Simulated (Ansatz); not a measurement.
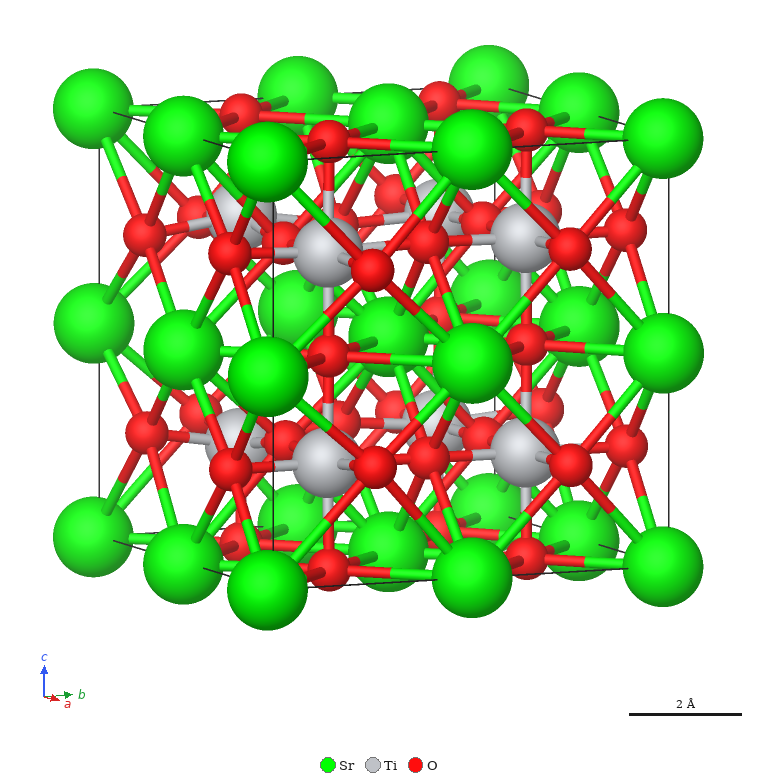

Fig. 1: The structure as given in the input (ball-and-stick view of the cell of the calculation, seen slightly off an axis).

Single-point calculation, with input and output: Sr8Ti8O23 (charge +2) (part 1 of 2)

- system: Sr8Ti8O23 (defect cell, 39 atoms in the cell, total charge +2)
- method: DFT, HSE06, PAW, plane waves (Ansatz 0.2.0)

Figures and captions count atoms from 1; the log counts them from 0 in places.

**The input**
```yaml
crystal:
  lattice:
    - [7.782821, 0.000000, 0.000000]
    - [0.000000, 7.782821, 0.000000]
    - [0.000000, 0.000000, 7.782821]
  atoms:
    - { symbol: Sr, position: [0.990274, 0.989735, 0.997783] }
    - { symbol: Sr, position: [0.991572, 0.990861, 0.496671] }
    - { symbol: Sr, position: [0.990362, 0.507038, 0.998521] }
    - { symbol: Sr, position: [0.990855, 0.507793, 0.499169] }
    - { symbol: Sr, position: [0.507674, 0.989910, 0.998293] }
    - { symbol: Sr, position: [0.508368, 0.990332, 0.499038] }
    - { symbol: Sr, position: [0.508651, 0.507782, 0.999041] }
    - { symbol: Sr, position: [0.508859, 0.508151, 0.501261] }
    - { symbol: Ti, position: [0.247744, 0.247222, 0.234437] }
    - { symbol: Ti, position: [0.250413, 0.250122, 0.767106] }
    - { symbol: Ti, position: [0.249234, 0.744332, 0.250344] }
    - { symbol: Ti, position: [0.248550, 0.751213, 0.742617] }
    - { symbol: Ti, position: [0.745476, 0.248688, 0.250996] }
    - { symbol: Ti, position: [0.751927, 0.247756, 0.743275] }
    - { symbol: Ti, position: [0.748759, 0.748316, 0.248551] }
    - { symbol: Ti, position: [0.748944, 0.748139, 0.749499] }
    - { symbol: O, position: [0.248816, 0.250247, 0.000924] }
    - { symbol: O, position: [0.252276, 0.749755, 0.002382] }
    - { symbol: O, position: [0.251105, 0.750752, 0.501581] }
    - { symbol: O, position: [0.751413, 0.251121, 0.001642] }
    - { symbol: O, position: [0.750023, 0.250986, 0.501098] }
    - { symbol: O, position: [0.750846, 0.750767, 0.000899] }
    - { symbol: O, position: [0.751656, 0.750694, 0.501176] }
    - { symbol: O, position: [0.009572, 0.253480, 0.272470] }
    - { symbol: O, position: [0.006176, 0.248657, 0.732346] }
    - { symbol: O, position: [0.002418, 0.751577, 0.249266] }
    - { symbol: O, position: [0.001280, 0.750066, 0.754252] }
    - { symbol: O, position: [0.496070, 0.252977, 0.268227] }
    - { symbol: O, position: [0.492489, 0.249148, 0.732267] }
    - { symbol: O, position: [0.501563, 0.751865, 0.249845] }
    - { symbol: O, position: [0.500295, 0.749299, 0.752827] }
    - { symbol: O, position: [0.253496, 0.009413, 0.272230] }
    - { symbol: O, position: [0.249786, 0.005692, 0.734106] }
    - { symbol: O, position: [0.253588, 0.495711, 0.270251] }
    - { symbol: O, position: [0.248950, 0.491994, 0.731492] }
    - { symbol: O, position: [0.752290, 0.001904, 0.249352] }
    - { symbol: O, position: [0.749894, 0.000732, 0.753388] }
    - { symbol: O, position: [0.751916, 0.501047, 0.248903] }
    - { symbol: O, position: [0.750543, 0.499734, 0.752905] }
  symmetry: { detect: false }
kpoints:
  mp_grid: { grid: [1, 1, 1], shift: [0.25, 0.25, 0.25] }
hamiltonian:
  xc: hse06
total_charge: 2
scf:
  occupations: { method: fermi_dirac, width: 0.01 }
output:
  forces: true
  eigenvalues: true
  populations: true
  charged_corrections: { epsilon: 300 }
  eigenstates: { kpoints: [[0.25, 0.25, 0.25]], e_range: [-6.0, 6.0], localisation: true }
```

Command:
```bash
ansatz run in.yaml --threads 32 --pin off --max-ram 171000MiB --runs-dir r --events-out ev --progress --plain --backend cuda --devices 0,
```

**What the program printed**
```
Pseudopotentials: kind: paw
Functional definition: HSE06
  parameter a = 0.25
  parameter omega = 0.11/bohr
  exchange = pbe_x - a*pbe_x_sr(omega) + a*exact_x_sr(omega)
  correlation = pbe_c
Crystal: 39 atoms, lattice volume = 471.423 Å³
Basis set: ecut = 420 eV, 9171 PW (Γ), exchange–correlation on 108×108×108 points (8 copies of the dense FFT grid, shifted against one another)
Bands: 195, of which v1, the nominal top of the filled ones, is band 156 counted from 1 (155 counted from 0)
Symmetry: 1 space group operations
k-points: 1
Non-local potential: Sr, projectors of the file, l = 0: 3, l = 1: 2, l = 2: 2
Non-local potential: Ti, projectors of the file, l = 0: 3, l = 1: 2, l = 2: 3, l = 3: 1
Non-local potential: O, projectors of the file, l = 0: 2, l = 1: 2, l = 2: 1
PAW form: soft (Blöchl's): semilocal exchange-correlation on the pseudo side does not see the compensation charge
PAW frozen core: Sr, regenerated for the run's functional, and the local potential with it (the file was generated under x = pbe(κ = 0.804, μ = 0.2195149727645171), c = pbe(β = 0.06672455060314922))
PAW frozen core: Ti, regenerated for the run's functional, and the local potential with it (the file was generated under x = pbe(κ = 0.804, μ = 0.2195149727645171), c = pbe(β = 0.06672455060314922))
PAW frozen core: O, regenerated for the run's functional, and the local potential with it (the file was generated under x = pbe(κ = 0.804, μ = 0.2195149727645171), c = pbe(β = 0.06672455060314922))
PAW one-centre angular grid: Sr, 110 points (default); XC on 64 Gauss nodes
PAW one-centre angular grid: Ti, 590 points (default); XC on 64 Gauss nodes
PAW one-centre angular grid: O, 110 points (default); XC on 96 Gauss nodes
Initial density: superposition of atomic densities (neutral atoms scaled as one to the charged cell's electrons: chi_scale 0, normalization atom), corrected by the library's trained network
Initial wavefunctions: pseudopotential atomic-orbital guess
Functional: x = pbe(κ = 0.804, μ = 0.2195149727645171), c = pbe(β = 0.06672455060314922), warm-up for x = pbe(κ = 0.804, μ = 0.2195149727645171) + 0.25 (exact − pbe) at short range (hse, ω = 0.20786987370883472 Å⁻¹), c = pbe(β = 0.06672455060314922); HSE06 as pw.x's `hse` composes it (authors' and Libxc's form: `xc: wpbeh`)
SCF iter   1: F=—  HF=-61490.136382 eV  |F-HF|=—  |Δ(HF+E_count)|=         —  Δρ=1.15e-2  dr2=6.92e-1  ethr=1.77e-3  ⟨swp⟩=12.0  Hψ=871  notcnv=0
preconditioner: auto → none  [insulator: Δε(μ)=2.584 eV  Ē_g=11.992 eV  σ=0.010 eV  W_gap=1.00  n_scr=122 (ndim 8)  ℏωp=26.0 eV  f_vac=0.000  D(μ)=0.00/eV (n_scr^D=0)]
iter 2 solved again at ethr=2.06e-5 eV; its pass at ethr=2.22e-4 eV (dr2=6.42e-2 eV) is discarded
SCF iter   2: F=—  HF=-61489.971037 eV  |F-HF|=—  |Δ(HF+E_count)|=   1.65e-1  Δρ=3.93e-3  dr2=6.52e-2  ethr=2.06e-5  ⟨swp⟩=5.0  Hψ=966  notcnv=0
SCF iter   3: F=—  HF=-61489.965710 eV  |F-HF|=—  |Δ(HF+E_count)|=   5.33e-3  Δρ=1.50e-3  dr2=1.00e-2  ethr=2.06e-5  ⟨swp⟩=7.0  Hψ=498  notcnv=0
SCF iter   4: F=-61489.968198 eV  HF=-61489.968257 eV  |F-HF|=5.92e-5  |Δ(HF+E_count)|=   2.55e-3  Δρ=3.08e-4  dr2=4.95e-4  ethr=3.22e-6  ⟨swp⟩=10.0  Hψ=527  notcnv=0
SCF 1 stopped early in 4 iterations: F = -61489.968198 eV  dr2 = 4.95e-4
  greatest PAW one-centre occupation: 0.999 electrons in one spin orbital (limit 2), on the Ti atom at site 15 (counted from 0), in its partial waves of l = 0
Initial density: handed on by an earlier stage of this run
Initial wavefunctions: those handed on with the density
Functional: x = pbe(κ = 0.804, μ = 0.2195149727645171) + 0.25 (exact − pbe) at short range (hse, ω = 0.20786987370883472 Å⁻¹), c = pbe(β = 0.06672455060314922); HSE06 as pw.x's `hse` composes it (authors' and Libxc's form: `xc: wpbeh`)
Exchange kernel: α = 0.2500, screened, ω = 0.2079 Å⁻¹, Wigner–Seitz truncation, v(0) = 760.8953 eV·Å³, q-mesh 1×1×1, nearest image of the exchange supercell L = 7.78 Å, pair-density grid 40×40×40, without the augmentation charges, whose exchange is taken in its separable form (sized by the pseudopotential files, 54×54×54 at the most)
Frozen-core exchange: fock
SCF iter   1: F=—  HF=-61505.190809 eV  |F-HF|=—  |Δ(HF+E_count)|=         —  Δρ=2.70e-2  dr2=5.12e0  ethr=1.59e-6  ⟨swp⟩=17.0  Hψ=1064  notcnv=0
preconditioner: auto → none  [insulator: Δε(μ)=4.759 eV  Ē_g=14.930 eV  σ=0.010 eV  W_gap=1.00  n_scr=122 (ndim 8)  ℏωp=26.0 eV  f_vac=0.009  D(μ)=0.00/eV (n_scr^D=0)]
SCF iter   2: F=—  HF=-61504.705057 eV  |F-HF|=—  |Δ(HF+E_count)|=   4.86e-1  Δρ=2.89e-2  dr2=4.20e0  ethr=1.59e-6  ⟨swp⟩=12.0  Hψ=1069  notcnv=0
SCF iter   3: F=—  HF=-61503.862328 eV  |F-HF|=—  |Δ(HF+E_count)|=   8.43e-1  Δρ=4.08e-3  dr2=1.05e-1  ethr=1.59e-6  ⟨swp⟩=8.0  Hψ=936  notcnv=0
SCF iter   4: F=—  HF=-61504.061473 eV  |F-HF|=—  |Δ(HF+E_count)|=   1.99e-1  Δρ=3.21e-3  dr2=6.69e-2  ethr=1.59e-6  ⟨swp⟩=6.0  Hψ=763  notcnv=0
SCF iter   5: F=—  HF=-61504.045912 eV  |F-HF|=—  |Δ(HF+E_count)|=   1.56e-2  Δρ=1.10e-3  dr2=5.38e-3  ethr=1.59e-6  ⟨swp⟩=6.0  Hψ=713  notcnv=0
SCF iter   6: F=—  HF=-61504.047598 eV  |F-HF|=—  |Δ(HF+E_count)|=   1.69e-3  Δρ=7.56e-4  dr2=1.60e-3  ethr=1.59e-6  ⟨swp⟩=5.0  Hψ=549  notcnv=0
SCF iter   7: F=—  HF=-61504.047235 eV  |F-HF|=—  |Δ(HF+E_count)|=   3.63e-4  Δρ=2.68e-4  dr2=2.85e-4  ethr=4.98e-7  ⟨swp⟩=4.0  Hψ=436  notcnv=0
SCF iter   8: F=-61504.047182 eV  HF=-61504.047191 eV  |F-HF|=9.17e-6  |Δ(HF+E_count)|=   4.39e-5  Δρ=4.88e-5  dr2=5.58e-5  ethr=7.71e-8  ⟨swp⟩=4.0  Hψ=400  notcnv=0
SCF 2 stopped early in 8 iterations: F = -61504.047182 eV  dr2 = 5.58e-5
  Residual-converged pass: ⟨swp⟩=5.0  Hψ=623  notcnv=0  max |occ|·‖R‖ = 5.7e-6 eV (tolerance 6.7e-6 eV)  dr2=5.59e-5  dr2_onsite=9.70e-7  max |Δocc| = 0.0e0
  greatest PAW one-centre occupation: 1.000 electrons in one spin orbital (limit 2), on the Ti atom at site 15 (counted from 0), in its partial waves of l = 0
hybrid outer 1: dexx = +2.276e-1 eV, tail = 4.27e-4 eV
SCF iter   1: F=—  HF=-61504.042709 eV  |F-HF|=—  |Δ(HF+E_count)|=         —  Δρ=1.68e-4  dr2=1.67e-4  ethr=6.84e-7  ⟨swp⟩=6.0  Hψ=460  notcnv=0
preconditioner: auto → none  [insulator: Δε(μ)=4.143 eV  Ē_g=14.261 eV  σ=0.010 eV  W_gap=1.00  n_scr=122 (ndim 8)  ℏωp=26.0 eV  f_vac=0.011  D(μ)=0.00/eV (n_scr^D=0)]
SCF iter   2: F=—  HF=-61504.042675 eV  |F-HF|=—  |Δ(HF+E_count)|=   3.34e-5  Δρ=4.98e-5  dr2=1.19e-5  ethr=5.01e-8  ⟨swp⟩=3.0  Hψ=413  notcnv=0
SCF iter   3: F=—  HF=-61504.042682 eV  |F-HF|=—  |Δ(HF+E_count)|=   6.33e-6  Δρ=2.93e-5  dr2=4.14e-6  ethr=3.25e-9  ⟨swp⟩=6.0  Hψ=457  notcnv=0
SCF iter   4: F=—  HF=-61504.042681 eV  |F-HF|=—  |Δ(HF+E_count)|=   7.41e-7  Δρ=9.60e-6  dr2=3.55e-7  ethr=1.12e-9  ⟨swp⟩=3.0  Hψ=401  notcnv=0
SCF iter   5: F=—  HF=-61504.042682 eV  |F-HF|=—  |Δ(HF+E_count)|=   6.19e-7  Δρ=9.24e-6  dr2=4.98e-7  ethr=7.83e-11  ⟨swp⟩=6.0  Hψ=610  notcnv=0
SCF iter   6: F=—  HF=-61504.042682 eV  |F-HF|=—  |Δ(HF+E_count)|=   9.38e-8  Δρ=3.11e-6  dr2=8.33e-8  ethr=7.83e-11  ⟨swp⟩=4.0  Hψ=457  notcnv=0
SCF iter   7: F=-61504.042682 eV  HF=-61504.042682 eV  |F-HF|=1.72e-9  |Δ(HF+E_count)|=   1.58e-8  Δρ=7.86e-7  dr2=3.00e-9  ethr=2.18e-11  ⟨swp⟩=3.0  Hψ=390  notcnv=0
SCF 3 converged in 7 iterations: F = -61504.042682 eV  dr2 = 3.00e-9
  Residual-converged pass: ⟨swp⟩=3.0  Hψ=447  notcnv=0  max |occ|·‖R‖ = 1.5e-6 eV (tolerance 2.0e-6 eV)  dr2=3.02e-9  dr2_onsite=1.83e-10  max |Δocc| = 0.0e0
hybrid outer 2: dexx = +9.620e-6 eV, tail = 6.44e-8 eV, Δε = 6.63e-3 eV (about 9.81e-5 eV left of the loop's levels), ΔF = 1.79e-2 eV/Å (tail 1.54e-3)
SCF iter   1: F=—  HF=-61504.042682 eV  |F-HF|=—  |Δ(HF+E_count)|=         —  Δρ=2.04e-6  dr2=2.40e-8  ethr=1.03e-10  ⟨swp⟩=10.0  Hψ=541  notcnv=0
preconditioner: auto → none  [insulator: Δε(μ)=4.143 eV  Ē_g=14.259 eV  σ=0.010 eV  W_gap=1.00  n_scr=122 (ndim 8)  ℏωp=26.0 eV  f_vac=0.011  D(μ)=0.00/eV (n_scr^D=0)]
SCF iter   2: F=-61504.042682 eV  HF=-61504.042682 eV  |F-HF|=7.13e-10  |Δ(HF+E_count)|=   6.84e-9  Δρ=7.07e-7  dr2=1.36e-9  ethr=7.42e-12  ⟨swp⟩=3.0  Hψ=365  notcnv=0
SCF 4 converged in 2 iterations: F = -61504.042682 eV  dr2 = 1.36e-9
  Residual-converged pass: ⟨swp⟩=3.0  Hψ=409  notcnv=0  max |occ|·‖R‖ = 1.4e-6 eV (tolerance 1.8e-6 eV)  dr2=1.41e-9  dr2_onsite=2.65e-10  max |Δocc| = 0.0e0
```
